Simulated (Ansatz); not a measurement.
## Run report: MoS2, single-point calculation (part 2 of 2)

Continued. System: MoS2 (Fm-3m, 3 atoms in the cell). Method: DFT PBE+U+J, scalar-relativistic, plane waves, PAW, U = 6 eV, J = 0.7 eV on Mo atom 1 d, spin-polarised (Ansatz 0.2.0); cutoff 420 eV, 6×6×6 k-mesh, Gaussian smearing of 0.05 eV, collinear spins. The structure was built on a prototype by a generator; it need not be a known phase. It belongs to a series of runs on one base structure; here: random orbitals: random, high filling.

Geometry of the input (Å; fractional positions):
```
0.0000  2.9960  2.9960
2.9960  0.0000  2.9960
2.9960  2.9960  0.0000
Mo 0.0000  0.0000  0.0000
S  0.2500  0.2500  0.2500
S  0.7500  0.7500  0.7500
```

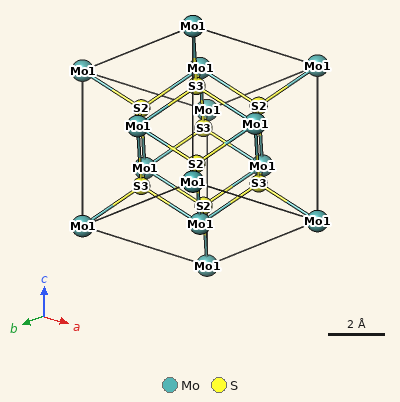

Fig. 1: The structure (ball-and-stick view of the cell 4 times as large as that of the calculation, set on its symmetry axes, seen at an oblique angle; atoms are numbered from 1 in the order of the input).

**Log, continued**
```
SCF iter   1: F=—  HF=-6756.336336 eV  |F-HF|=—  |Δ(HF+E_count)|=         —  Δρ=8.68e-2 (↑8.68e-2 ↓5.62e-2)  dr2=1.67e1  dr2_m=5.54e-1  M=2.000 μB ∫|m|=2.027 μB  β_m=0.30  ethr=3.10e-3  ⟨swp⟩=5.6  Hψ=21533  notcnv=0
preconditioner: auto → none  [insulator: Δε(μ)=0.174 eV  Ē_g=10.375 eV  σ=0.050 eV  W_gap=0.99  n_scr=14 (ndim 8)  ℏωp=21.5 eV  f_vac=0.000  D(μ)=0.01/eV (n_scr^D=0)  ε∞_Penn≈5.3]
SCF iter   2: F=—  HF=-6752.341673 eV  |F-HF|=—  |Δ(HF+E_count)|=    3.99e0  Δρ=2.99e-2 (↑2.99e-2 ↓2.98e-2)  dr2=1.12e0  dr2_m=1.96e-1  M=2.050 μB ∫|m|=2.390 μB  β_m=1.00  ethr=3.10e-3  ⟨swp⟩=3.2  Hψ=10878  notcnv=0  defer=117
preconditioner: auto → Kerker (q_TF=auto, 2.417 Å⁻¹)  [metal: Δε(μ)=0.017 eV  Ē_g=8.483 eV  σ=0.050 eV  W_gap=0.19  n_scr=14 (ndim 8)  ℏωp=21.5 eV  f_vac=0.003  D(μ)=0.92/eV (n_scr^D=0)]
spin=Collinear: Kerker preconditioning applied to the charge; magnetization (m = ρ↑ − ρ↓) channel mixes plain (no charge-response kernel on spin).
SCF iter   3: F=—  HF=-6752.453240 eV  |F-HF|=—  |Δ(HF+E_count)|=   1.12e-1  Δρ=1.68e-2 (↑1.68e-2 ↓1.42e-2)  dr2=3.12e-1  dr2_m=8.06e-3  M=2.028 μB ∫|m|=2.444 μB  β_m=1.00  ethr=3.10e-3  ⟨swp⟩=2.7  Hψ=8124  notcnv=0  defer=119
SCF iter   4: F=—  HF=-6752.813739 eV  |F-HF|=—  |Δ(HF+E_count)|=   3.60e-1  Δρ=3.06e-2 (↑3.06e-2 ↓1.75e-2)  dr2=2.35e0  dr2_m=2.91e-2  M=2.125 μB ∫|m|=2.710 μB  β_m=1.00  ethr=1.20e-3  ⟨swp⟩=3.1  Hψ=8428  notcnv=0  defer=118
SCF iter   5: F=—  HF=-6752.424688 eV  |F-HF|=—  |Δ(HF+E_count)|=   3.89e-1  Δρ=4.70e-3 (↑4.70e-3 ↓3.14e-3)  dr2=1.81e-2  dr2_m=5.05e-3  M=2.028 μB ∫|m|=2.598 μB  β_m=0.30  ethr=1.20e-3  ⟨swp⟩=3.3  Hψ=9240  notcnv=0  defer=122
SCF iter   6: F=—  HF=-6752.427672 eV  |F-HF|=—  |Δ(HF+E_count)|=   2.98e-3  Δρ=3.06e-3 (↑3.06e-3 ↓2.24e-3)  dr2=7.13e-3  dr2_m=2.39e-3  M=2.028 μB ∫|m|=2.604 μB  β_m=1.00  ethr=6.97e-5  ⟨swp⟩=1.3  Hψ=4618  notcnv=0  defer=122
Mixer restart at iter 6: flushing history
SCF iter   7: F=—  HF=-6753.940777 eV  |F-HF|=—  |Δ(HF+E_count)|=         —  Δρ=1.55e-2 (↑1.55e-2 ↓6.78e-3)  dr2=4.51e-1  dr2_m=1.57e-2  M=2.139 μB ∫|m|=2.790 μB  β_m=1.00  ethr=2.74e-5  ⟨swp⟩=2.5  Hψ=7931  notcnv=0  defer=122
SCF iter   8: F=—  HF=-6754.985664 eV  |F-HF|=—  |Δ(HF+E_count)|=    1.04e0  Δρ=1.50e-2 (↑1.50e-2 ↓7.78e-3)  dr2=4.84e-1  dr2_m=9.17e-3  M=2.139 μB ∫|m|=2.905 μB  β_m=1.00  ethr=2.74e-5  ⟨swp⟩=2.1  Hψ=9052  notcnv=0  defer=123
SCF iter   9: F=—  HF=-6756.066706 eV  |F-HF|=—  |Δ(HF+E_count)|=    1.08e0  Δρ=3.24e-2 (↑3.24e-2 ↓2.22e-2)  dr2=2.95e0  dr2_m=1.82e-2  M=2.139 μB ∫|m|=3.028 μB  β_m=1.00  ethr=2.74e-5  ⟨swp⟩=3.1  Hψ=10135  notcnv=0  defer=121
SCF iter  10: F=—  HF=-6756.276033 eV  |F-HF|=—  |Δ(HF+E_count)|=   2.09e-1  Δρ=2.43e-2 (↑2.43e-2 ↓1.79e-2)  dr2=1.77e0  dr2_m=8.68e-3  M=2.139 μB ∫|m|=3.055 μB  β_m=1.00  ethr=2.74e-5  ⟨swp⟩=2.8  Hψ=9739  notcnv=0  defer=118
SCF iter  11: F=—  HF=-6756.492466 eV  |F-HF|=—  |Δ(HF+E_count)|=   2.16e-1  Δρ=2.41e-2 (↑2.41e-2 ↓1.80e-2)  dr2=1.76e0  dr2_m=7.44e-3  M=2.139 μB ∫|m|=3.086 μB  β_m=1.00  ethr=2.74e-5  ⟨swp⟩=2.1  Hψ=6700  notcnv=0  defer=117
SCF iter  12: F=—  HF=-6756.506107 eV  |F-HF|=—  |Δ(HF+E_count)|=   1.36e-2  Δρ=1.95e-2 (↑1.95e-2 ↓1.48e-2)  dr2=1.17e0  dr2_m=4.86e-3  M=2.139 μB ∫|m|=3.095 μB  β_m=1.00  ethr=2.74e-5  ⟨swp⟩=2.0  Hψ=8340  notcnv=0  defer=116
SCF iter  13: F=—  HF=-6756.456991 eV  |F-HF|=—  |Δ(HF+E_count)|=   4.91e-2  Δρ=1.32e-2 (↑1.32e-2 ↓1.02e-2)  dr2=5.28e-1  dr2_m=2.43e-3  M=2.139 μB ∫|m|=3.091 μB  β_m=1.00  ethr=2.74e-5  ⟨swp⟩=2.0  Hψ=7854  notcnv=0  defer=116
SCF iter  14: F=—  HF=-6756.416551 eV  |F-HF|=—  |Δ(HF+E_count)|=   4.04e-2  Δρ=5.21e-3 (↑5.21e-3 ↓4.31e-3)  dr2=7.81e-2  dr2_m=7.78e-4  M=2.126 μB ∫|m|=3.073 μB  β_m=0.30  ethr=2.74e-5  ⟨swp⟩=2.3  Hψ=8367  notcnv=0  defer=116
Mixer restart at iter 14: flushing history
spin-set hold released at iteration 14 (site moments contracting): the magnetisation degrees of freedom join the quasi-Newton model from the next iteration; the mixer history was flushed
SCF iter  15: F=—  HF=-6756.436489 eV  |F-HF|=—  |Δ(HF+E_count)|=   1.99e-2  Δρ=3.46e-3 (↑3.46e-3 ↓1.98e-3)  dr2=7.77e-3  dr2_m=1.50e-3  M=2.075 μB ∫|m|=3.070 μB  β_m=0.54  ethr=2.74e-5  ⟨swp⟩=2.6  Hψ=7933  notcnv=0  defer=116
SCF iter  16: F=—  HF=-6756.485595 eV  |F-HF|=—  |Δ(HF+E_count)|=   4.91e-2  Δρ=3.47e-3 (↑3.47e-3 ↓1.08e-3)  dr2=4.48e-3  dr2_m=1.65e-3  M=2.028 μB ∫|m|=3.058 μB  β_m=0.77  ethr=2.74e-5  ⟨swp⟩=1.9  Hψ=5191  notcnv=0  defer=116
SCF iter  17: F=—  HF=-6756.513141 eV  |F-HF|=—  |Δ(HF+E_count)|=   2.75e-2  Δρ=1.40e-3 (↑1.40e-3 ↓8.34e-4)  dr2=1.23e-3  dr2_m=3.81e-4  M=2.027 μB ∫|m|=3.028 μB  β_m=0.89  ethr=1.72e-5  ⟨swp⟩=2.0  Hψ=8242  notcnv=0  defer=115
SCF iter  18: F=—  HF=-6756.517927 eV  |F-HF|=—  |Δ(HF+E_count)|=   4.79e-3  Δρ=6.05e-4 (↑6.05e-4 ↓4.16e-4)  dr2=1.66e-4  dr2_m=9.91e-5  M=2.024 μB ∫|m|=3.006 μB  β_m=0.94  ethr=4.72e-6  ⟨swp⟩=2.1  Hψ=7148  notcnv=0  defer=115
SCF iter  19: F=—  HF=-6756.519314 eV  |F-HF|=—  |Δ(HF+E_count)|=   1.39e-3  Δρ=3.37e-4 (↑3.37e-4 ↓1.39e-4)  dr2=8.46e-5  dr2_m=1.98e-5  M=2.021 μB ∫|m|=2.987 μB  β_m=0.97  ethr=6.39e-7  ⟨swp⟩=2.1  Hψ=6991  notcnv=0  defer=115
SCF iter  20: F=—  HF=-6756.519538 eV  |F-HF|=—  |Δ(HF+E_count)|=   2.24e-4  Δρ=1.26e-4 (↑1.26e-4 ↓5.22e-5)  dr2=1.98e-6  dr2_m=3.63e-6  M=2.021 μB ∫|m|=2.978 μB  β_m=0.99  ethr=3.25e-7  ⟨swp⟩=2.0  Hψ=6828  notcnv=0  defer=115
SCF iter  21: F=—  HF=-6756.519596 eV  |F-HF|=—  |Δ(HF+E_count)|=   5.84e-5  Δρ=4.81e-5 (↑4.81e-5 ↓1.99e-5)  dr2=1.54e-6  dr2_m=4.19e-7  M=2.020 μB ∫|m|=2.972 μB  β_m=0.99  ethr=7.61e-9  ⟨swp⟩=3.1  Hψ=8768  notcnv=0  defer=115
SCF iter  22: F=—  HF=-6756.519600 eV  |F-HF|=—  |Δ(HF+E_count)|=   3.21e-6  Δρ=2.03e-5 (↑2.03e-5 ↓1.25e-5)  dr2=5.67e-8  dr2_m=1.20e-7  M=2.020 μB ∫|m|=2.970 μB  β_m=1.00  ethr=3.85e-10  ⟨swp⟩=10.3  Hψ=30356  notcnv=0
SCF iter  23: F=—  HF=-6756.519601 eV  |F-HF|=—  |Δ(HF+E_count)|=   1.67e-6  Δρ=1.94e-5 (↑1.94e-5 ↓3.50e-6)  dr2=2.31e-7  dr2_m=5.32e-8  M=2.020 μB ∫|m|=2.969 μB  β_m=1.00  ethr=2.18e-10  ⟨swp⟩=9.6  Hψ=28155  notcnv=0
iter 24 did not close the SCF: its close was put off for a magnetic moment that had not settled (scf_convergence_deferred on its scf_iter line)
SCF iter  24: F=-6756.519602 eV  HF=-6756.519602 eV  |F-HF|=4.74e-8  |Δ(HF+E_count)|=   9.76e-7  Δρ=6.97e-6 (↑6.97e-6 ↓3.59e-6)  dr2=1.72e-8  dr2_m=9.04e-9  M=2.020 μB ∫|m|=2.968 μB  β_m=1.00  ethr=2.18e-10  ⟨swp⟩=6.1  Hψ=26646  notcnv=0
SCF iter  25: F=-6756.519603 eV  HF=-6756.519603 eV  |F-HF|=1.73e-8  |Δ(HF+E_count)|=   2.17e-7  Δρ=4.12e-6 (↑4.12e-6 ↓1.63e-6)  dr2=4.46e-9  dr2_m=3.63e-9  M=2.020 μB ∫|m|=2.968 μB  ethr=6.61e-11  ⟨swp⟩=5.6  Hψ=24403  notcnv=0
WARN: hamiltonian.hubbard: on 1 of 2 specified blocks the occupation matrix of this SCF's result fails the test of the specified filling. At site 0 ↑ (sites count from 0 in the list of atoms of the cell that this SCF solves) the least filled combination of the orbitals specified full has occupation 0.624, and the fullest combination of the orbitals specified empty has occupation 0.924; the filling counts as kept where the first is at least 0.75 and exceeds the second by more than 0.25. The state of this SCF's result may not hold the specified filling, though these bounds can also misjudge a state that does. This warning does not say which state is lower in energy, or whether the specified filling is a self-consistent state at all; see hamiltonian.hubbard.sites[].starting_ns, Limitations, and scf.initial_density.shell_occupations in the input reference
SCF 1 converged in 25 iterations: F = -6756.519603 eV  dr2 = 4.46e-9
  greatest PAW one-centre occupation: 0.998 electrons in one spin orbital (limit 2), on the Mo atom at site 0 (counted from 0), in its partial waves of l = 0
SCF converged after 25 iterations
Magnetization: 2.0198 μB (14.0099 up, 11.9901 down)
Absolute magnetization: 2.9672 μB (∫|ρ↑−ρ↓|, with the PAW one-centre terms)
Spin contamination: 0.1888 ħ² per cell (⟨S²⟩ above its minimum at these occupations)
Per-site moments (μB) at R_I (Å): [(1.8898293281942486, 1.0702601407674257), (-0.21118018994869914, 1.070260140767426), (-0.21118018994869908, 1.0702601407674257)]
Free energy (F): -6756.519603 eV
Harris-Foulkes:  -6756.519603 eV  (|F-HF|=1.73e-8)
Internal energy: -6756.518184 eV  (E = F + TS)
E sigma→0 (E₀):  -6756.518893 eV
Entropy (-TS):   -0.001418 eV (-0.473 meV/atom)
Fermi energy:    11.819694 eV
--- Per-component energies (eV) ---
  E_band       = -149.293057
  E_kinetic    = 654.961917
  E_local      = -1441.590860  (includes V_loc(G=0)·N_el)
  E_nonlocal   = 201.216301
  E_hartree    = 499.440039
  E_xc         = -377.831378
  E_vxc        = -403.993844  (∫ρ·V_xc dr)
  E_hubbard    = 3.943190  (on-site DFT+U / exact-exchange correction)
  E_vhub       = -4.737316  (the Hubbard potential's part of the band-sum identity)
  E_paw        = -4402.162201  (= ΣΔE_a)
  E_vpaw       = -154.027560  (= ΣTr[D̂ρ^β])
  E_aug_tail   = 0.000046  (compensation charges beyond the density's cutoff)
  E_ewald      = -1894.495239
  E_smearing   = -0.001418  (= −TS)
  E_closure    = -0.000000  (closes the sum)
  Σ components = -6756.519603   (vs F -6756.519603, Δ=0.00e0)
--- DFT+U+J on-site energies (Liechtenstein; fll double counting; per corrected site; eV) ---
  site 0 (l=d): U=6.0000  J=0.7000  Tr N=4.7637  E_int=54.339869  E_dc=50.396679  E_U=3.943190
--- Specified on-site occupations, and those of the state reported ---
  electrons in the specified blocks: 2.1000 specified, 4.7637 found
  site 0 (l=d) ↑: largest change of an orbital's occupation 0.9188; electrons 2.0000 specified, 3.6275 found; spectral distance 0.9308
  site 0 (l=d) ↓: largest change of an orbital's occupation 0.3275; electrons 0.1000 specified, 1.1362 found; spectral distance 0.5636
--- Forces (eV/Å), atoms counted from 1 ---
  atom   1  Mo     0.00000000     0.00000000     0.00000000
  atom   2  S     -0.00016823     0.00001147    -0.00000996
  atom   3  S      0.00016823    -0.00001147     0.00000996
  max |Σ_I F_I| component: 0.00e0 eV/Å
--- Stress (GPa, compression-positive) ---
        4.470300      -0.000465       0.000140
       -0.000458       4.032937      -0.002694
        0.000139      -0.002701       4.033126
  P = ⅓ Tr σ = 4.1788 GPa (41.788 kbar)
--- Band table (eV; the first three rows and the last of 224) ---
  k-point 0 ↑: bands = ["-51.1077", "-25.2354", "-25.2273", "-25.2272", "-3.7108", "0.5386", "5.1262", "5.2193", "5.2201", "6.3048", "6.3534", "10.7026", "10.7027", "10.7048", "14.2135", "14.3268", "14.3278", "15.8815"]
  k-point 1 ↑: bands = ["-51.1074", "-25.2390", "-25.2309", "-25.2282", "-3.4520", "0.0242", "5.3070", "5.3700", "6.0189", "6.2230", "6.2697", "9.7085", "10.5078", "10.5125", "12.9112", "13.8195", "13.8858", "16.8508"]
  k-point 2 ↑: bands = ["-51.1071", "-25.2498", "-25.2345", "-25.2300", "-2.7766", "-0.8891", "5.2939", "5.3451", "6.6975", "6.7516", "7.5164", "8.0834", "9.5054", "9.5226", "11.8389", "13.7443", "13.8069", "17.7211"]
  k-point 111 ↓: bands = ["-49.6595", "-23.6637", "-23.6222", "-23.6091", "-2.1771", "-1.8079", "6.7893", "6.8162", "7.6191", "8.1607", "8.2692", "8.2706", "13.2413", "13.2636", "13.3234", "16.1588", "16.1658", "18.0016"]
Occupation matrices written to [file]
--- Löwdin populations: 3 sites ---
  site symbol       q [e]    m [muB]
     0     Mo     13.3025     2.5437
     1      S      6.2664    -0.2850
     2      S      6.2664    -0.2850
  spilling = 0.006339 (of n_electrons = 26.000000)
--- Occupation matrices: 1 shell (run DFT+U table (all-electron-ortho-atomic); ε = 9.45e-3) ---
  Mo0 d_4D: site group Oh (m-3m)
  Mo0 d_4D up     Tr n = 3.6275  λ = 0.545 0.545 0.581 0.978 0.978  [2× xy 0.50 (T2g 1.00) T2g(1.00) | yz 1.00 (T2g 1.00) T2g(1.00) | 2× z2 0.50 (Eg 1.00) Eg(1.00)]
  Mo0 d_4D dn     Tr n = 1.1362  λ = 0.051 0.052 0.338 0.347 0.348  [2× z2 0.50 (Eg 1.00) Eg(1.00) | 3× xz 0.33 (T2g 1.00) T2g(1.00)]
  specified occupation → Mo0 d_4D up: matrix, ‖Δ‖_F = 1.3380, Tr Δ = -1.6275, displaced = 1.3473, d_λ = 0.9308; orbital distance = 1.5303
  specified occupation → Mo0 d_4D dn: matrix, ‖Δ‖_F = 0.5636, Tr Δ = -1.0362, displaced = 0.5181, d_λ = 0.5636; orbital distance = 0.0000
  Tr n, λ and their labels are of the run-group-symmetrised matrices; stabiliser: 16 of 96 elements of G0×{1,Θ} (closed), max defect 3.3e-4 at τ = 2.0e-3
```

**Summary**

| quantity | value |
| --- | --- |
| outcome | converged |
| space group (tolerance 0.01 Å) | Fm-3m (225) |
| electrons treated | 26 |
| free energy | −6756.5196 eV |
| Fermi energy | 11.820 eV |
| gap on the k-point mesh | none (metallic) |
| net moment of the cell | 2.02 μB |
| integrated absolute moment | 2.97 μB |
| pressure | 4.18 GPa |
| largest force (length of the vector) | under 0.001 eV/Å |
| hardware | 2 threads of Arm Neoverse V1, 24 GiB of memory available, shared host |
| wall time | 21 s (CPU time 41 s) |
| peak memory | 0.51 GiB |

**Remarks**

The program warns: the typed occupations were not kept; the occupation matrices lower the symmetry.
